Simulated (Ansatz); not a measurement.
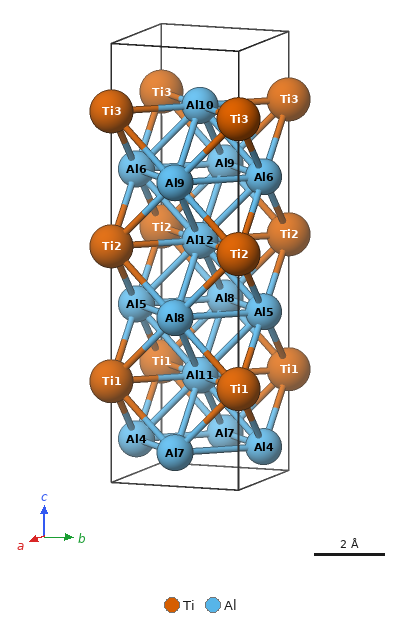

Fig. 1: The structure (ball-and-stick view of the cell of the calculation, seen slightly off an axis; atoms are numbered from 1 in the order of the input). An atom can appear more than once, as a periodic image. Near neighbours in the periodic cell (some may lie outside the picture): Ti has 12 Al at 2.79 Å; Ti has 8 Al at 2.79 Å; Al has 6 Al at 2.79 Å and 2 Ti at 2.79 Å; Al has 8 Al at 2.79 Å and 4 Ti at 2.79 Å; Al has 4 Al at 2.79 Å and 4 Ti at 2.79 Å.

**Two runs on TiAl3**

System: TiAl3 (12 atoms in the cell).
Method of run 1: DFT PBEsol, scalar-relativistic, plane waves, PAW, no spin polarisation (Ansatz 0.2.0).

The structure derives from a Materials Project entry. Text and figures count atoms from 1; the logs count them from 0 in places.

**The input, run 1**
```yaml
crystal:
  lattice:
    - [0.0, -3.9483448101, 0.0]
    - [0.0, 0.0, -3.9483448101]
    - [12.8450344303, 0.0, 0.0]
  atoms:
    - { symbol: Ti, position: [0.0, 1.0, 0.230521857] }
    - { symbol: Ti, position: [0.0, 1.0, 0.5379048252] }
    - { symbol: Ti, position: [0.0, 1.0, 0.8452877935] }
    - { symbol: Al, position: [0.5, 0.0, 0.0768303729] }
    - { symbol: Al, position: [0.5, 0.0, 0.3842133411] }
    - { symbol: Al, position: [0.5, 0.0, 0.6915963094] }
    - { symbol: Al, position: [0.0, 0.5, 0.0768303729] }
    - { symbol: Al, position: [0.0, 0.5, 0.3842133411] }
    - { symbol: Al, position: [0.0, 0.5, 0.6915963094] }
    - { symbol: Al, position: [0.5, 0.5, 0.8452877935] }
    - { symbol: Al, position: [0.5, 0.5, 0.230521857] }
    - { symbol: Al, position: [0.5, 0.5, 0.5379048252] }
basis:
  ecutwfc: 420
kpoints:
  mp_grid: { grid: [12, 12, 4] }
hamiltonian:
  xc: pbesol
scf:
  occupations: { method: gaussian, width: 0.15 }
output:
  forces: true
  stress: true
  eigenvalues: true
```

Command:
```bash
ansatz run input.yaml --threads 2 --pin off --max-ram 5120MiB --backend cpu --events-out ev --progress --plain --runs-dir out
```

Hardware: 2 threads of Arm Neoverse V1, 24 GiB of memory available, shared host.

**Output, shortened to warnings, some set-up lines, iterations and results (run 1)**
```
Basis set: ecut = 420 eV, 3963 PW (Γ), exchange–correlation on 54×54×180 points (8 copies of the dense FFT grid, shifted against one another)
Symmetry: 8 space group operations
k-points: 84 of 576 (time reversal used)
Initial density: superposition of atomic densities (neutral atoms: chi_scale 0, normalization atom), corrected by the library's trained network
[...]
SCF iter   1: F=—  HF=-12145.563896 eV  |F-HF|=—  |Δ(HF+E_count)|=         —  Δρ=8.63e-3  dr2=1.48e0  ethr=1.77e-3  ⟨swp⟩=7.7  Hψ=17830  notcnv=0
SCF iter   2: F=—  HF=-12145.528870 eV  |F-HF|=—  |Δ(HF+E_count)|=   3.50e-2  Δρ=4.10e-3  dr2=4.65e-1  ethr=1.77e-3  ⟨swp⟩=1.0  Hψ=4368  notcnv=0  defer=1
SCF iter   3: F=—  HF=-12145.510411 eV  |F-HF|=—  |Δ(HF+E_count)|=   1.85e-2  Δρ=8.77e-4  dr2=1.02e-2  ethr=7.38e-4  ⟨swp⟩=1.0  Hψ=3490  notcnv=0  defer=1
SCF iter   4: F=—  HF=-12145.509694 eV  |F-HF|=—  |Δ(HF+E_count)|=   7.16e-4  Δρ=3.37e-4  dr2=3.35e-4  ethr=1.61e-5  ⟨swp⟩=2.0  Hψ=4132  notcnv=0  defer=1
SCF iter   5: F=—  HF=-12145.509653 eV  |F-HF|=—  |Δ(HF+E_count)|=   4.13e-5  Δρ=6.93e-5  dr2=1.69e-5  ethr=5.31e-7  ⟨swp⟩=2.6  Hψ=5828  notcnv=0  defer=1
SCF iter   6: F=—  HF=-12145.509866 eV  |F-HF|=—  |Δ(HF+E_count)|=   2.12e-4  Δρ=2.02e-5  dr2=1.90e-6  ethr=2.69e-8  ⟨swp⟩=2.4  Hψ=4884  notcnv=0  defer=122
SCF iter   7: F=—  HF=-12145.509865 eV  |F-HF|=—  |Δ(HF+E_count)|=   3.02e-7  Δρ=6.05e-6  dr2=1.41e-7  ethr=3.01e-9  ⟨swp⟩=2.1  Hψ=4415  notcnv=0  defer=122
SCF iter   8: F=-12145.509865 eV  HF=-12145.509865 eV  |F-HF|=3.21e-9  |Δ(HF+E_count)|=   1.77e-8  Δρ=1.16e-6  dr2=3.82e-9  ethr=1.59e-10  ⟨swp⟩=11.0  Hψ=14365  notcnv=0
SCF 1 converged in 8 iterations: F = -12145.509865 eV  dr2 = 3.82e-9
SCF converged after 8 iterations
Free energy (F): -12145.509865 eV
Harris-Foulkes:  -12145.509865 eV  (|F-HF|=3.21e-9)
Internal energy: -12145.429143 eV  (E = F + TS)
E sigma→0 (E₀):  -12145.469504 eV
Entropy (-TS):   -0.080722 eV (-6.727 meV/atom)
Fermi energy:    9.324874 eV
--- Per-component energies (eV) ---
  E_band       = -498.410111
  E_kinetic    = 1027.711769
  E_local      = -3940.842144  (includes V_loc(G=0)·N_el)
  E_nonlocal   = 126.059252
  E_hartree    = 1732.728854
  E_xc         = -645.866753
  E_vxc        = -628.406684  (∫ρ·V_xc dr)
  E_paw        = -7163.405466  (= ΣΔE_a)
  E_vpaw       = -548.390704  (= ΣTr[D̂ρ^β])
  E_aug_tail   = 0.000325  (compensation charges beyond the density's cutoff)
  E_ewald      = -3282.405384
  E_core_change = 0.590404  (= ΣΔE_core)
  E_smearing   = -0.080722  (= −TS)
  E_closure    = 0.000000  (closes the sum)
  Σ components = -12145.509865   (vs F -12145.509865, Δ=0.00e0)
--- Forces (eV/Å), atoms counted from 1 ---
  atom   1  Ti     0.42676277     0.00000000    -0.00000000
  atom   2  Ti    -0.00108041     0.00000000     0.00000000
  atom   3  Ti     0.42974525    -0.00000000    -0.00000000
  atom   4  Al    -0.98790912     0.00000000     0.00000000
  atom   5  Al    -0.03321084     0.00000000    -0.00000000
  atom   6  Al     0.23728287    -0.00000000    -0.00000000
  atom   7  Al    -0.98790912    -0.00000000     0.00000000
  atom   8  Al    -0.03321084     0.00000000     0.00000000
  atom   9  Al     0.23728287     0.00000000    -0.00000000
  atom  10  Al     1.01518860    -0.00000000    -0.00000000
  atom  11  Al    -0.30068877     0.00000000     0.00000000
  atom  12  Al    -0.00222533    -0.00000000    -0.00000000
  max |Σ_I F_I| component: 2.79e-5 eV/Å
--- Stress (GPa, compression-positive) ---
       -4.198257      -0.000000       0.000000
       -0.000000      -2.466304       0.000000
        0.000000       0.000000      -2.466304
  P = ⅓ Tr σ = -3.0436 GPa (-30.436 kbar)
```

The input of run 2 differs as follows (lines with − go, lines with + come):
```diff
-    - [12.8450344303, 0.0, 0.0]
+    - [11.6950344303, 0.0, 0.0]
-    - { symbol: Ti, position: [0.0, 1.0, 0.230521857] }
-    - { symbol: Ti, position: [0.0, 1.0, 0.5379048252] }
-    - { symbol: Ti, position: [0.0, 1.0, 0.8452877935] }
-    - { symbol: Al, position: [0.5, 0.0, 0.0768303729] }
-    - { symbol: Al, position: [0.5, 0.0, 0.3842133411] }
-    - { symbol: Al, position: [0.5, 0.0, 0.6915963094] }
-    - { symbol: Al, position: [0.0, 0.5, 0.0768303729] }
-    - { symbol: Al, position: [0.0, 0.5, 0.3842133411] }
-    - { symbol: Al, position: [0.0, 0.5, 0.6915963094] }
-    - { symbol: Al, position: [0.5, 0.5, 0.8452877935] }
-    - { symbol: Al, position: [0.5, 0.5, 0.230521857] }
-    - { symbol: Al, position: [0.5, 0.5, 0.5379048252] }
+    - { symbol: Ti, position: [0.0, 1.0, 0.2531896086] }
+    - { symbol: Ti, position: [0.0, 1.0, 0.5907982607] }
+    - { symbol: Ti, position: [0.0, 1.0, 0.9284069128] }
+    - { symbol: Al, position: [0.5, 0.0, 0.0843852826] }
+    - { symbol: Al, position: [0.5, 0.0, 0.4219939347] }
+    - { symbol: Al, position: [0.5, 0.0, 0.7596025868] }
+    - { symbol: Al, position: [0.0, 0.5, 0.0843852826] }
+    - { symbol: Al, position: [0.0, 0.5, 0.4219939347] }
+    - { symbol: Al, position: [0.0, 0.5, 0.7596025868] }
+    - { symbol: Al, position: [0.5, 0.5, 0.9284069128] }
+    - { symbol: Al, position: [0.5, 0.5, 0.2531896086] }
+    - { symbol: Al, position: [0.5, 0.5, 0.5907982607] }
```

How does run 2 compare with run 1?

With the same functional and potentials, run 2 lies 131.1 meV per atom lower. The pressure goes from −3.04 to 1.70 GPa. The largest force goes from 1.015 to 0.737 eV/Å. The volume per atom goes from 16.69 to 15.19 Å³. The SCF takes 6 iterations against 8. The plane waves at Γ go from 3963 to 3607.

**Output, shortened to warnings, some set-up lines, iterations and results (run 2)**
```
Basis set: ecut = 420 eV, 3607 PW (Γ), exchange–correlation on 54×54×160 points (8 copies of the dense FFT grid, shifted against one another)
Symmetry: 8 space group operations
k-points: 84 of 576 (time reversal used)
Initial density: superposition of atomic densities (neutral atoms: chi_scale 0, normalization atom), corrected by the library's trained network
[...]
SCF iter   1: F=—  HF=-12147.088444 eV  |F-HF|=—  |Δ(HF+E_count)|=         —  Δρ=3.27e-3  dr2=3.44e-2  ethr=1.77e-3  ⟨swp⟩=7.2  Hψ=17492  notcnv=0
SCF iter   2: F=—  HF=-12147.084916 eV  |F-HF|=—  |Δ(HF+E_count)|=   3.53e-3  Δρ=1.85e-3  dr2=9.83e-3  ethr=5.46e-5  ⟨swp⟩=1.2  Hψ=4389  notcnv=0
SCF iter   3: F=—  HF=-12147.082807 eV  |F-HF|=—  |Δ(HF+E_count)|=   2.11e-3  Δρ=3.96e-4  dr2=7.13e-4  ethr=1.56e-5  ⟨swp⟩=2.4  Hψ=6209  notcnv=0
SCF iter   4: F=—  HF=-12147.082696 eV  |F-HF|=—  |Δ(HF+E_count)|=   1.11e-4  Δρ=8.05e-5  dr2=3.06e-5  ethr=1.13e-6  ⟨swp⟩=2.0  Hψ=4161  notcnv=0
SCF iter   5: F=—  HF=-12147.082849 eV  |F-HF|=—  |Δ(HF+E_count)|=   1.53e-4  Δρ=2.37e-5  dr2=1.31e-6  ethr=4.86e-8  ⟨swp⟩=2.1  Hψ=4944  notcnv=0
SCF iter   6: F=-12147.082849 eV  HF=-12147.082849 eV  |F-HF|=3.90e-8  |Δ(HF+E_count)|=   2.63e-7  Δρ=4.86e-6  dr2=5.67e-8  ethr=1.59e-10  ⟨swp⟩=8.1  Hψ=15877  notcnv=0
SCF 1 converged in 6 iterations: F = -12147.082849 eV  dr2 = 5.67e-8
SCF converged after 6 iterations
Free energy (F): -12147.082849 eV
Harris-Foulkes:  -12147.082849 eV  (|F-HF|=3.90e-8)
Internal energy: -12147.000547 eV  (E = F + TS)
E sigma→0 (E₀):  -12147.041698 eV
Entropy (-TS):   -0.082302 eV (-6.858 meV/atom)
Fermi energy:    10.626099 eV
--- Per-component energies (eV) ---
  E_band       = -426.432286
  E_kinetic    = 1041.640329
  E_local      = -3537.323267  (includes V_loc(G=0)·N_el)
  E_nonlocal   = 127.068778
  E_hartree    = 1564.582272
  E_xc         = -652.204883
  E_vxc        = -636.660519  (∫ρ·V_xc dr)
  E_paw        = -7165.038371  (= ΣΔE_a)
  E_vpaw       = -550.334448  (= ΣTr[D̂ρ^β])
  E_aug_tail   = 0.000320  (compensation charges beyond the density's cutoff)
  E_ewald      = -3526.316129
  E_core_change = 0.590404  (= ΣΔE_core)
  E_smearing   = -0.082302  (= −TS)
  E_closure    = 0.000000  (closes the sum)
  Σ components = -12147.082849   (vs F -12147.082849, Δ=0.00e0)
--- Forces (eV/Å), atoms counted from 1 ---
  atom   1  Ti    -0.00921584    -0.00000000     0.00000000
  atom   2  Ti     0.00619436    -0.00000000    -0.00000000
  atom   3  Ti    -0.73743743     0.00000000     0.00000000
  atom   4  Al     0.67891120     0.00000000    -0.00000000
  atom   5  Al    -0.00505298     0.00000000     0.00000000
  atom   6  Al    -0.04217637     0.00000000     0.00000000
  atom   7  Al     0.67891120     0.00000000    -0.00000000
  atom   8  Al    -0.00505298    -0.00000000    -0.00000000
  atom   9  Al    -0.04217637     0.00000000     0.00000000
  atom  10  Al    -0.60032415     0.00000000     0.00000000
  atom  11  Al     0.07554646    -0.00000000    -0.00000000
  atom  12  Al     0.00186607    -0.00000000     0.00000000
  max |Σ_I F_I| component: 6.85e-6 eV/Å
--- Stress (GPa, compression-positive) ---
        2.793153      -0.000000       0.000000
       -0.000000       1.155292       0.000000
        0.000000       0.000000       1.155292
  P = ⅓ Tr σ = 1.7012 GPa (17.012 kbar)
```

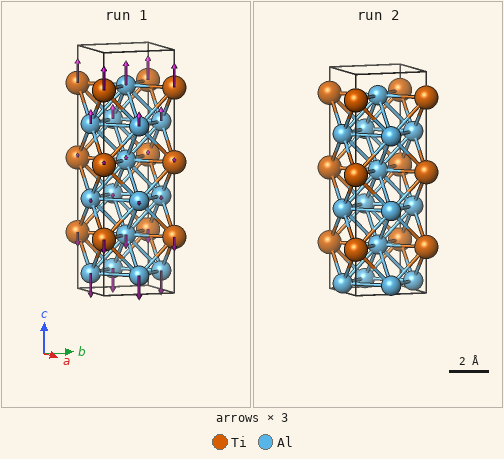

Fig. 2: The two input geometries at one scale (ball-and-stick view of the cell of the calculation, seen slightly off an axis). The pink arrows on the first give the shifts of the atoms relative to the cell, with their mean removed, magnified 3 times. The largest moves relative to the cell, 0.44 Å, are those of Ti and Al atoms. By element the largest moves are Al 0.44 Å, Ti 0.44 Å. (The mean shift of all atoms is removed.) The drawn cell changes as follows: a = b stay at 3.948 Å, c 12.845 → 11.695 Å (−9.0 %); the volume changes by −9.0 %. Among the contacts that change: Al–Ti 3.570 → 2.688 Å, Al–Al 3.570 → 2.688 Å.

**The two runs side by side**

```csv
quantity,run 1,run 2
outcome,converged,converged
free energy per atom (eV),−1012.1258,−1012.2569
"energy per atom, smearing taken to zero (eV)",−1012.1225,−1012.2535
gap on the mesh (eV),0.00,0.00
pressure (GPa),−3.04,1.70
volume per atom (Å³),16.69,15.19
largest force (eV/Å),1.015,0.737
SCF iterations,8,6
irreducible k-points,84,84
plane waves at Γ,3963,3607
wall time (shared host),34 s,31 s
```
